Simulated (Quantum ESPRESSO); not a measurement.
# CaO (Lime): phonons by linear response

Wanted: phonon bands, density of states and zone-centre response of CaO (Lime).

Program: Quantum ESPRESSO 7.5. Level of theory: DFT LDA, scalar-relativistic, plane waves, PseudoDojo norm-conserving pseudopotentials. Results are calculated unless marked as measured.

## Step 1: The structure

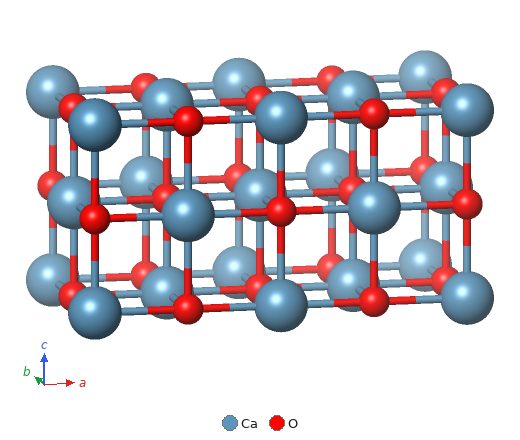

Start, viewed slightly off an axis; calcium blue, oxygen red. 2×1×1 cells are drawn. This picture shows the conventional cell, with its axes. Some periodic images of atoms are drawn too.

## Step 2: A first look

A cheap run with smearing and empty bands tells whether the crystal has a gap, which decides between fixed occupations and smearing later on.

The input, probe.in:

```
&control
   calculation = 'scf'
   prefix = 'x'
   outdir = './tmp'
   pseudo_dir = './pseudo'
   tprnfor = .true.
   tstress = .true.
   verbosity = 'high'
/
&system
   ibrav = 2
   celldm(1) = 9.09525184
   nat = 2
   ntyp = 2
   ecutwfc = 92.0
   occupations = 'smearing'
   smearing = 'gaussian'
   degauss = 0.01
/
&electrons
   conv_thr = 1.0d-07
   mixing_beta = 0.7
   electron_maxstep = 100
/
ATOMIC_SPECIES
 Ca     40.0780  Ca.upf
 O      15.9990  O.upf
ATOMIC_POSITIONS crystal
 Ca     0.000000000   0.000000000   0.000000000
 O      0.500000000   0.500000000   0.500000000
K_POINTS automatic
 6 6 6 0 0 0
```

Started as:

```
$ OMP_NUM_THREADS=1 mpirun -n 4 pw.x -nk 4 -in probe.in > probe.out
```

The program printed:

```text
[banners, grids, parts of the stress and lines that vanish by symmetry left out]
Program PWSCF v.7.5
     bravais-lattice index     =            2
     lattice parameter (alat)  =       9.0953  a.u.
[...]
kinetic-energy cutoff     =      92.0000  Ry
     charge density cutoff     =     368.0000  Ry
     scf convergence threshold =      1.0E-07
[...]
Exchange-correlation= SLA  PW   NOGX NOGC
                           (   1   4   0   0   0   0   0)
[...]
48 Sym. Ops., with inversion, found
[...]
(     0          1          0      )
                  (     0          0          1      )
[...]
(  0.0000000  1.0000000  0.0000000 )
                  (  0.0000000  0.0000000  1.0000000 )
[...]
(     1          0         -1      )
                  (     0          0         -1      )
[...]
(  0.0000000 -1.0000000  0.0000000 )
[...]
(     0          1         -1      )
                  (     0          1          0      )
[...]
( -1.0000000  0.0000000  0.0000000 )
                  (  0.0000000  1.0000000  0.0000000 )
[...]
number of k points=    16  Gaussian smearing, width (Ry)=  0.0100
[...]
End of self-consistent calculation
[...]
the Fermi energy is     9.0721 ev
!    total energy              =    -110.66385572 Ry
[...]
convergence has been achieved in   8 iterations
[...]
atom    1 type  1   force =    -0.00000000   -0.00000000   -0.00000000
     atom    2 type  2   force =     0.00000000    0.00000000    0.00000000
[...]
Total force =     0.000000     Total SCF correction =     0.000000
[...]
total   stress  (Ry/bohr**3)                   (kbar)     P=      -75.98
[...]
XML data file, charge density, pseudopotentials, collected wavefunctions

   JOB DONE.
```

Elapsed: 2.8 s, on 4 MPI ranks of Arm Neoverse V2, shared host.

This step gave:

```
volume per atom   : 13.94 Å³
pressure          : -7.598 GPa
gap on the k-mesh : 3.494 eV
```

A gap of 3.5 eV opens on this mesh, so the crystal is taken as an insulator; the start stands at -7.6 GPa.

## Step 3: Relaxation

The relaxation runs at a cutoff a fifth above that of the response, since stress converges more slowly with the basis than frequencies do. Forces and stress are brought to rest with tight thresholds.

The input, relax.in:

```
&control
   calculation = 'vc-relax'
   prefix = 'x'
   outdir = './tmp'
   pseudo_dir = './pseudo'
   tprnfor = .true.
   tstress = .true.
   forc_conv_thr = 2.0d-05
   etot_conv_thr = 1.0d-07
   nstep = 40
/
&system
   ibrav = 2
   celldm(1) = 9.09525184
   nat = 2
   ntyp = 2
   ecutwfc = 110
   occupations = 'fixed'
   nbnd = 10
/
&electrons
   conv_thr = 1.0d-11
   mixing_beta = 0.7
   electron_maxstep = 100
/
&ions
/
&cell
   press_conv_thr = 0.2
/
ATOMIC_SPECIES
 Ca     40.0780  Ca.upf
 O      15.9990  O.upf
ATOMIC_POSITIONS crystal
 Ca     0.000000000   0.000000000   0.000000000
 O      0.500000000   0.500000000   0.500000000
K_POINTS automatic
 8 8 8 0 0 0
```

Started as:

```
$ OMP_NUM_THREADS=1 mpirun -n 4 pw.x -nk 4 -in relax.in > relax.out
```

The program printed:

```text
[banners, grids, parts of the stress and lines that vanish by symmetry left out]
[banner, memory and clock lines left out]
Program PWSCF v.7.5

[...]
kinetic-energy cutoff     =     110.0000  Ry
     charge density cutoff     =     440.0000  Ry
     scf convergence threshold =      1.0E-11
[...]
energy convergence thresh.=      1.0E-07
     force convergence thresh. =      2.0E-05
     press convergence thresh. =      2.0E-01
     Exchange-correlation= SLA  PW   NOGX NOGC
                           (   1   4   0   0   0   0   0)
[...]
48 Sym. Ops., with inversion, found
[...]
number of k points=    29
[...]
End of self-consistent calculation
[...]
highest occupied, lowest unoccupied level (ev):     7.3371   10.8304
!    total energy              =    -110.66387400 Ry
[...]
convergence has been achieved in  13 iterations
[...]
atom    1 type  1   force =    -0.00000000   -0.00000000    0.00000000
     atom    2 type  2   force =     0.00000000    0.00000000    0.00000000
     Total force =     0.000000     Total SCF correction =     0.000000
[...]
total   stress  (Ry/bohr**3)                   (kbar)     P=      -76.20
[...]
number of bfgs steps    =   0
[...]
CELL_PARAMETERS (alat=  9.09525184)
[...]
ATOMIC_POSITIONS (crystal)
Ca               0.0000000000       -0.0000000000       -0.0000000000
O                0.5000000000        0.5000000000        0.5000000000
[...]
New effective cutoffs (rho, wfc):  450.65  112.87
[...]
End of self-consistent calculation
[...]
highest occupied, lowest unoccupied level (ev):     7.7794   11.2535
!    total energy              =    -110.66665518 Ry
[...]
convergence has been achieved in   8 iterations
[...]
atom    1 type  1   force =     0.00000000    0.00000000    0.00000000
     atom    2 type  2   force =     0.00000000    0.00000000   -0.00000000
     Total force =     0.000000     Total SCF correction =     0.000000
[...]
total   stress  (Ry/bohr**3)                   (kbar)     P=      -35.73
[...]
number of bfgs steps    =   1
[...]
CELL_PARAMETERS (alat=  9.09525184)
[...]
ATOMIC_POSITIONS (crystal)
Ca               0.0000000000        0.0000000000       -0.0000000000
O                0.5000000000        0.5000000000        0.5000000000
[...]
New effective cutoffs (rho, wfc):  460.76  115.40
[...]
End of self-consistent calculation
[...]
highest occupied, lowest unoccupied level (ev):     8.1711   11.6227
!    total energy              =    -110.66730089 Ry
[...]
convergence has been achieved in  17 iterations
[...]
atom    1 type  1   force =    -0.00000000   -0.00000000   -0.00000000
     atom    2 type  2   force =    -0.00000000    0.00000000   -0.00000000
     Total force =     0.000000     Total SCF correction =     0.000000
[...]
total   stress  (Ry/bohr**3)                   (kbar)     P=        4.88
[...]
number of bfgs steps    =   2
[...]
CELL_PARAMETERS (alat=  9.09525184)
[...]
ATOMIC_POSITIONS (crystal)
[...]
New effective cutoffs (rho, wfc):  459.55  115.10
[...]
End of self-consistent calculation
[...]
highest occupied, lowest unoccupied level (ev):     8.1239   11.5785
!    total energy              =    -110.66731174 Ry
[...]
convergence has been achieved in  10 iterations
[...]
atom    1 type  1   force =    -0.00000000   -0.00000000    0.00000000
     atom    2 type  2   force =    -0.00000000   -0.00000000    0.00000000
     Total force =     0.000000     Total SCF correction =     0.000000
[...]
total   stress  (Ry/bohr**3)                   (kbar)     P=       -0.25
[...]
number of bfgs steps    =   3
[...]
CELL_PARAMETERS (alat=  9.09525184)
[...]
ATOMIC_POSITIONS (crystal)
[...]
New effective cutoffs (rho, wfc):  459.61  115.11
[...]
End of self-consistent calculation
[...]
highest occupied, lowest unoccupied level (ev):     8.1262   11.5806
!    total energy              =    -110.66731177 Ry
[...]
convergence has been achieved in   5 iterations
[...]
atom    1 type  1   force =     0.00000000    0.00000000   -0.00000000
     atom    2 type  2   force =     0.00000000    0.00000000    0.00000000
     Total force =     0.000000     Total SCF correction =     0.000000
[...]
total   stress  (Ry/bohr**3)                   (kbar)     P=       -0.00
[...]
bfgs converged in   5 scf cycles and   4 bfgs steps
[...]
End of BFGS Geometry Optimization
     Final enthalpy           =    -110.6673117697 Ry
     File ./tmp/x.bfgs deleted, as requested
[...]
CELL_PARAMETERS (alat=  9.09525184)
[...]
ATOMIC_POSITIONS (crystal)
Ca               0.0000000000        0.0000000000       -0.0000000000
O                0.5000000000        0.5000000000        0.5000000000
[...]
Final scf calculation at the relaxed structure.
[...]
kinetic-energy cutoff     =     110.0000  Ry
     charge density cutoff     =     440.0000  Ry
     scf convergence threshold =      1.0E-13
[...]
press convergence thresh. =      2.0E-01
     Exchange-correlation= SLA  PW   NOGX NOGC
                           (   1   4   0   0   0   0   0)
[...]
48 Sym. Ops., with inversion, found
[...]
number of k points=    29
[...]
c_bands:  1 eigenvalues not converged
     c_bands:  1 eigenvalues not converged
     c_bands:  1 eigenvalues not converged
[...]
End of self-consistent calculation
[...]
highest occupied, lowest unoccupied level (ev):     8.1262   11.5806
!    total energy              =    -110.66731038 Ry
[...]
convergence has been achieved in  13 iterations
[...]
atom    1 type  1   force =    -0.00000000   -0.00000000   -0.00000000
     atom    2 type  2   force =    -0.00000000   -0.00000000    0.00000000
     Total force =     0.000000     Total SCF correction =     0.000000
[...]
total   stress  (Ry/bohr**3)                   (kbar)     P=        0.00
[...]
XML data file, charge density, pseudopotentials, collected wavefunctions
```

Run time: 37 s. Hardware: 4 MPI ranks.

Step by step:

| step | energy less that of the first step (eV) | largest force (eV/Å) | pressure (GPa) | volume (Å³) |
| --- | --- | --- | --- | --- |
| 1 | 0.0000 | 0.0000 | -7.62 | 27.87 |
| 2 | -0.0378 | 0.0000 | -3.57 | 26.80 |
| 3 | -0.0466 | 0.0000 | 0.49 | 25.93 |
| 4 | -0.0468 | 0.0000 | -0.03 | 26.03 |
| 5 | -0.0468 | 0.0000 | 0.00 | 26.02 |
| 6 | -0.0468 | 0.0000 | 0.00 | 26.02 |

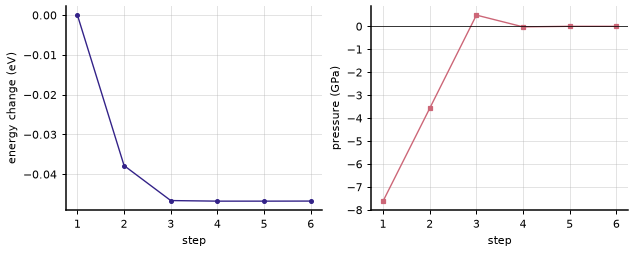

Energy and pressure along the relaxation.

| conventional cell, symmetrised | before | after | change |
| --- | --- | --- | --- |
| a (Å) | 4.813 | 4.704 | -2.3 % |
| b (Å) | 4.813 | 4.704 | -2.3 % |
| c (Å) | 4.813 | 4.704 | -2.3 % |
| volume (Å³/atom) | 13.94 | 13.01 | -6.6 % |

The relaxed structure:

```xyz
2
Lattice="-2.3521 0.0000 2.3521 0.0000 2.3521 2.3521 -2.3521 2.3521 0.0000" Properties=species:S:1:pos:R:3 pbc="T T T"
Ca    0.0000    0.0000    0.0000
O    -2.3521    2.3521    2.3521
```

The last row of the table of steps is pw.x's closing run on a basis chosen anew for the final cell, so its energy can jump.

This step gave:

- volume per atom: 13.01 Å³
- pressure: 0 GPa
- gap on the k-mesh: 3.454 eV

The volume changes by -6.6 % from the cell with which this run began.

## Step 4: Self-consistent run for the response

The response is built on this ground state, so it is converged far tighter than an energy would need. With a gap, occupations are fixed, which also allows the response to an electric field.

The input, scf.in:

```
&control
   calculation = 'scf'
   prefix = 'x'
   outdir = './tmp'
   pseudo_dir = './pseudo'
   tprnfor = .true.
   tstress = .true.
/
&system
   ibrav = 2
   celldm(1) = 8.8895108
   nat = 2
   ntyp = 2
   ecutwfc = 92.0
   occupations = 'fixed'
   nbnd = 10
/
&electrons
   conv_thr = 1.0d-12
   mixing_beta = 0.7
   electron_maxstep = 100
/
ATOMIC_SPECIES
 Ca     40.0780  Ca.upf
 O      15.9990  O.upf
ATOMIC_POSITIONS crystal
 Ca     0.000000000   0.000000000   0.000000000
 O      0.500000000   0.500000000   0.500000000
K_POINTS automatic
 8 8 8 0 0 0
```

Started as:

```
$ OMP_NUM_THREADS=1 mpirun -n 4 pw.x -nk 4 -in scf.in > scf.out
```

The program printed:

```text
[banners, grids, parts of the stress and lines that vanish by symmetry left out]
[banner, memory and clock lines left out]
Program PWSCF v.7.5

[...]
kinetic-energy cutoff     =      92.0000  Ry
     charge density cutoff     =     368.0000  Ry
     scf convergence threshold =      1.0E-12
[...]
Exchange-correlation= SLA  PW   NOGX NOGC
                           (   1   4   0   0   0   0   0)
[...]
48 Sym. Ops., with inversion, found
[...]
number of k points=    29
[...]
End of self-consistent calculation
[...]
highest occupied, lowest unoccupied level (ev):     8.1262   11.5807
!    total energy              =    -110.66730265 Ry
[...]
convergence has been achieved in  16 iterations
[...]
atom    1 type  1   force =     0.00000000   -0.00000000    0.00000000
     atom    2 type  2   force =     0.00000000    0.00000000   -0.00000000
     Total force =     0.000000     Total SCF correction =     0.000000
[...]
total   stress  (Ry/bohr**3)                   (kbar)     P=       -0.01
[...]
XML data file, charge density, pseudopotentials, collected wavefunctions
```

The job ended after 5.9 s (4 MPI ranks; 23 s of CPU time).

This step gave:

```
pressure : -0.001 GPa
```

The cell stands at -0.001 GPa, close enough for phonons.

[end of part 1 of 5]

[Host names and launcher messages were left out of these logs when they were recorded.]

[Logs are printed without paths, hosts, clocks, repeated set-up lines and the standing remarks that a program may print on its own settings, such as how far it seeks lower states.]

[Hosts, paths, dates, database ids (printed as entryN), source tags and the programs' standing remarks are cut or masked in the printed files.]
